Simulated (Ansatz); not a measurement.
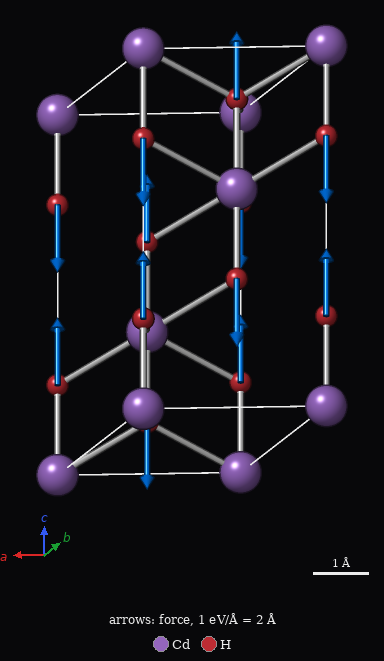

Starting geometry of a crystal of CdH2 (set up in R-3m) (coarse preliminary run) with the computed forces as blue arrows. A ball-and-stick model of the conventional cell (3 times the calculation's cell), seen from a free direction. Lengths and directions refer to the drawn axes.

Case: 2 H put on empty site 2 of 1 host cells, relaxed.

The calculation used Ansatz, DFT PBE, scalar-relativistic, plane waves, PAW. Set-up: plane-wave cutoff 420 eV; k-point mesh 6 × 6 × 6; occupations gaussian; smearing width 0.1 eV; no spin polarisation; cell and atoms relaxed; force threshold 0.0325 eV/Å; at most 70 steps.

### What follows when this structure is relaxed?

It isn't relaxed: the largest force vector, on H atoms, is 0.68 eV/Å. The atoms end up moving mostly along the starting forces (cosine between the two patterns 1.00). The energy falls by 559 meV per atom in 17 accepted moves (21 points after the start). Largest force component: 0.68 eV/Å at the start, 0.0056 eV/Å at the end. The pressure goes from 47.05 to −0.02 GPa. The line search rejected the trial step at point 15 of the run. The SCF was repeated 3 times at an unchanged geometry on a basis and grid sized afresh for the cell, which shifted the energy by 43.7 meV per atom at most. The largest moves relative to the cell, 0.13 Å, are those of H atoms. Cd stays in place. The volume changes by +96.4 %, with a = b 3.335 → 4.980 Å (+49.3 %), c 7.187 → 6.330 Å (−11.9 %). Some distances before and after: Cd–H 2.016 → 2.902 Å, Cd–H 1.797 → 1.713 Å. Bonds break: Cd–H (2.02 → 2.90 Å). The space group stays R-3m (No. 166).
